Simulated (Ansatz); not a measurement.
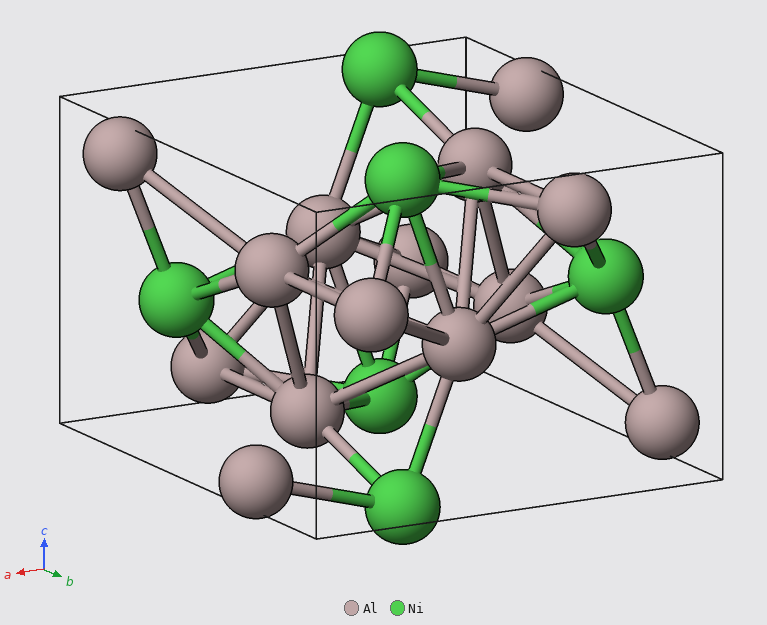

Crystal structure, ball-and-stick style, seen from a general direction. The conventional unit cell is drawn as a box.

What structure is drawn here?

- The structure is one of Al3Ni.
- Space group Pnma (No. 62), lattice primitive orthorhombic.
- Cell content 12 Al, 4 Ni; Z = 4.
- Taking every contact within bonding distance, one finds Al 9 to 10 (mean 9.7) and Ni 9.

The model was built from a structure listed in the Materials Project. It was relaxed at fixed volume with DFT PBEsol, scalar-relativistic, plane waves, PAW (Ansatz 0.2.0).
